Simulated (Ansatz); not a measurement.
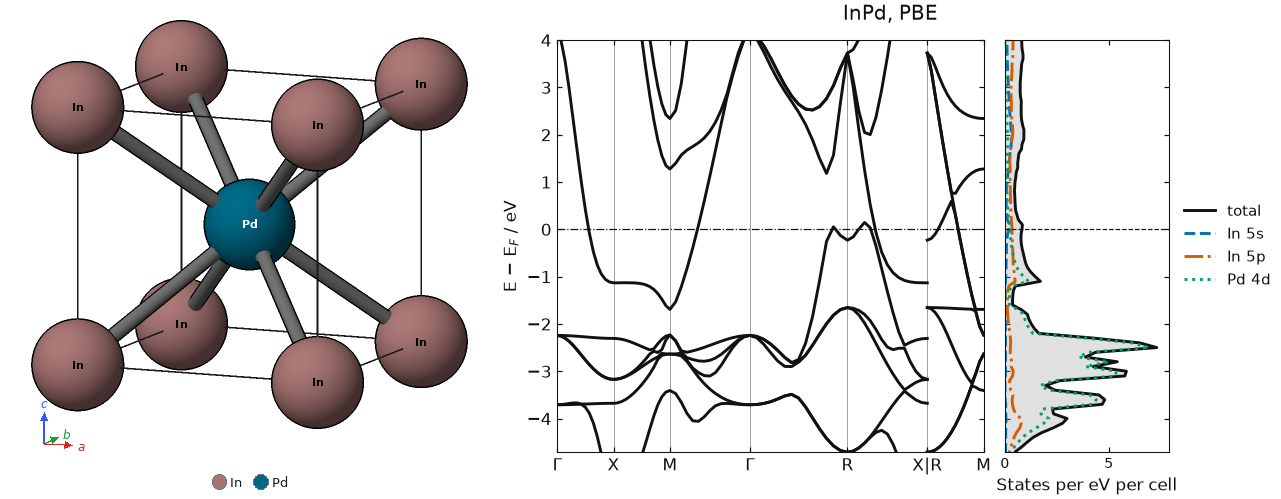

Band structure and density of states of InPd, space group Pm-3m, 2 atoms in the cell, beside the structure. Method: DFT PBE, scalar-relativistic, plane waves, PAW, no spin polarisation, 14×14×14 k mesh (Ansatz). Energies are counted from the Fermi level. The partial curves are projected on Löwdin-orthogonalised atomic shells.

A metal: 2 bands cross the Fermi level along this path. The density of states at the Fermi level is about 0.78 per eV and cell (mean within 0.25 eV), or 0.39 per atom. By projected weight, the states within 0.3 eV of the Fermi level are In 5p (45 %), Pd 4d (35 %) and In 5s (20 %). Over the range shown, the centre of the Pd 4d weight lies 2.7 eV below the Fermi level, and the shell is essentially full.
